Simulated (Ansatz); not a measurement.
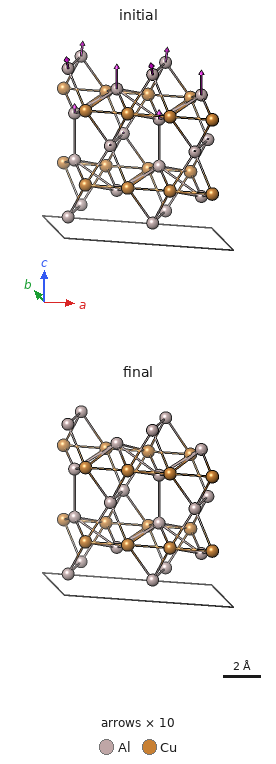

The structure of a slab of composition Al$_{5}$Cu$_{2}$ (cut from the I4/mcm phase) before (top) and after (bottom) a constrained relaxation, at one scale. The purple arrows give the displacements, 10 times their true length.

A ball-and-stick model of the 2 × 1 repeat of the cell, outlined in the plane, without the vacuum, seen slightly off an axis.

Case: clean slab, lower half held. The slab is the (1 1 0) face of Al2Cu. 6 atoms are held fixed.

The calculation used DFT PBE+D3(BJ), scalar-relativistic, plane waves, PAW in Ansatz 0.2.0.

Input
```yaml
crystal:
  lattice:
    - [4.8103827287, 0.0, 0.0]
    - [-2.4051913644, 4.2174816835, 0.0]
    - [0.0, 0.0, 25.4349633669]
  atoms:
    - { symbol: Al, position: [0.4082048455, 0.816409691, 0.3341856592] }
    - { symbol: Al, position: [0.0917951545, 0.183590309, 0.3341856592] }
    - { symbol: Al, position: [0.75, 0.5, 0.3866509235] }
    - { symbol: Cu, position: [0.75, 0.0, 0.4170928296] }
    - { symbol: Cu, position: [0.25, 0.0, 0.4170928296] }
    - { symbol: Al, position: [0.25, 0.5, 0.4475347357] }
    - { symbol: Al, position: [0.9082048455, 0.816409691, 0.5] }
    - { symbol: Al, position: [0.5917951545, 0.183590309, 0.5] }
    - { symbol: Al, position: [0.25, 0.5, 0.5524652643] }
    - { symbol: Cu, position: [0.25, 0.0, 0.5829071704] }
    - { symbol: Cu, position: [0.75, 0.0, 0.5829071704] }
    - { symbol: Al, position: [0.75, 0.5, 0.6133490765] }
    - { symbol: Al, position: [0.4082048455, 0.816409691, 0.6658143408] }
    - { symbol: Al, position: [0.0917951545, 0.183590309, 0.6658143408] }
basis:
  ecutwfc: 420
kpoints:
  mp_grid: { grid: [7, 7, 1] }
hamiltonian:
  xc: pbe
  dispersion: d3bj
scf:
  occupations: { method: gaussian, width: 0.1 }
output:
  forces: true
  eigenvalues: true
  write_density: true
  write_potential: true
  elf: true
  volumetric_format: npy
relax:
  adjacent_minimum: "off"
  f_tol: 0.03
  max_steps: 70
  constraints: [{ sites: [0, 1, 2, 3, 4, 5] }]
efield:
  axis: 3
  dipole_correction: true
  ramp_width: 0.04
```

Launched with:
```bash
ansatz run input.yaml --threads 2 --pin off --max-ram 5120MiB --backend cpu --events-out ev --progress --plain --runs-dir out
```

Summarise the run.

Answer. The energy falls by 36.5 meV per cell of the calculation in 3 geometry steps. Largest force component: 0.23 eV/Å at the start, 0.0097 eV/Å at the end. The largest move is that of Al12, 0.15 Å along the normal (+c). By element the largest moves are Al 0.15 Å, Cu 0.01 Å. The cell doesn't change. Among the contacts that change: Al13–Al14 2.669 → 2.748 Å, Al6–Al9 2.669 → 2.728 Å, Cu10–Al13 2.548 → 2.599 Å, Al9–Al12 2.861 → 2.909 Å. Among the angles between lasting bonds that change: Cu10–Al12–Cu10 144.6° → 138.7°, Cu10–Al12–Cu11 111.7° → 108.7°, Al9–Al12–Al9 114.4° → 111.6°. Cost: 2.4 min on 2 threads of Intel(R) Xeon(R) Platinum 8488C (Sapphire Rapids), on a shared host, peak memory 1.1 GiB.
